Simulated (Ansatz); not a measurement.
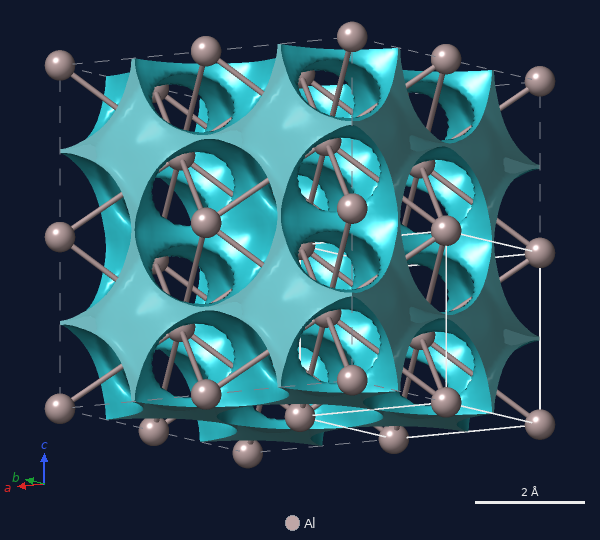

The teal surface encloses the points that the centre of a probe sphere of radius 0.15 Å can occupy in Al in space group Im-3m, computed on a grid of about 0.13 Å (2×2×2 cells shown, view from a free direction; pale faces close the region where the box cuts it).

Hard-sphere model; touching radii (half the shortest distance): Al 1.39 Å.

Source of the atomic positions: the end point of a relaxation with DFT PBEsol, scalar-relativistic, plane waves, PAW in Ansatz.

```
Al
1.0
     3.21288    0.00000    0.00000
     0.00000    3.21288    0.00000
     0.00000    0.00000    3.21288
Al
2
Cartesian
  0.0000 0.0000 0.0000
  1.6064 1.6064 1.6064
```

Do these regions connect?

Where they connect, they form a three-dimensional network.

What share of the cell can the probe's centre reach?

About 13 % of the volume (4.2 Å³ of 33.2 Å³).

Give the largest included and the largest free sphere.

The largest sphere that fits anywhere has a diameter of 0.81 Å; the largest that can travel through the crystal, about 0.6 Å.

How does the connectivity change as the probe shrinks?

Below a radius of about 0.31 Å the space forms a three-dimensional network. These are grid estimates, good to about 0.05 Å.
